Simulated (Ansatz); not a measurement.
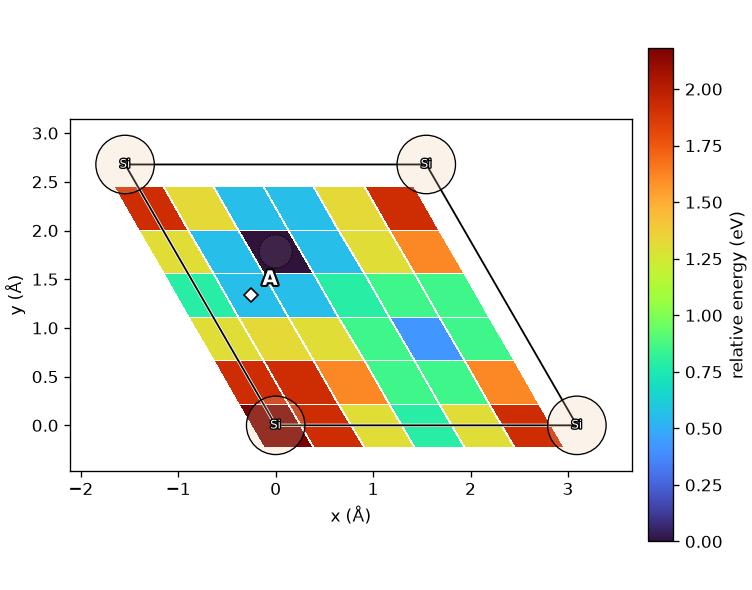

Si on a SiC(001) slab cut from the P6_3mc phase, its upper half relaxed before the scan (32 atoms of substrate and one adsorbate in a 2 × 2 cell). Si is moved over the surface cell; relaxed at each place: the height of the adsorbate's atoms; substrate rigid; the origin of the map has the adsorbate above Si29. Places are given modulo a cell vector. The map is drawn in real space over the plane of the surface. The scan uses a 6 × 6 grid; 10 points were computed and 26 follow by symmetry. Places are given in fractions of the 1 × 1 surface cell. All energies are given in eV relative to the lowest grid point. Energies and slopes of some neighbouring points disagree (a jump in structure or state, or too coarse a mesh). The magnetic moment jumps between some neighbouring points. Computed with Ansatz 0.2.0, DFT PBE, scalar-relativistic, plane waves, PAW. Settings: cutoff 420 eV, k-mesh 6×6×1, gaussian smearing 0.05 eV, spin-polarised.

Drawn: one coloured cell a grid point, labelled circles for the atoms of the top layer and small ones for the second layer, the outline of one cell of the plane, the point A.

### Which way does the force act at A, and how strong is it?

A, at (1/6, 3/6) of the cell vectors, is not a stationary point. The computed force is 1.8 eV/Å in the plane, pointing up in the picture (components 0.3 and 1.8 eV/Å).

PAW datasets: the set soft_1.
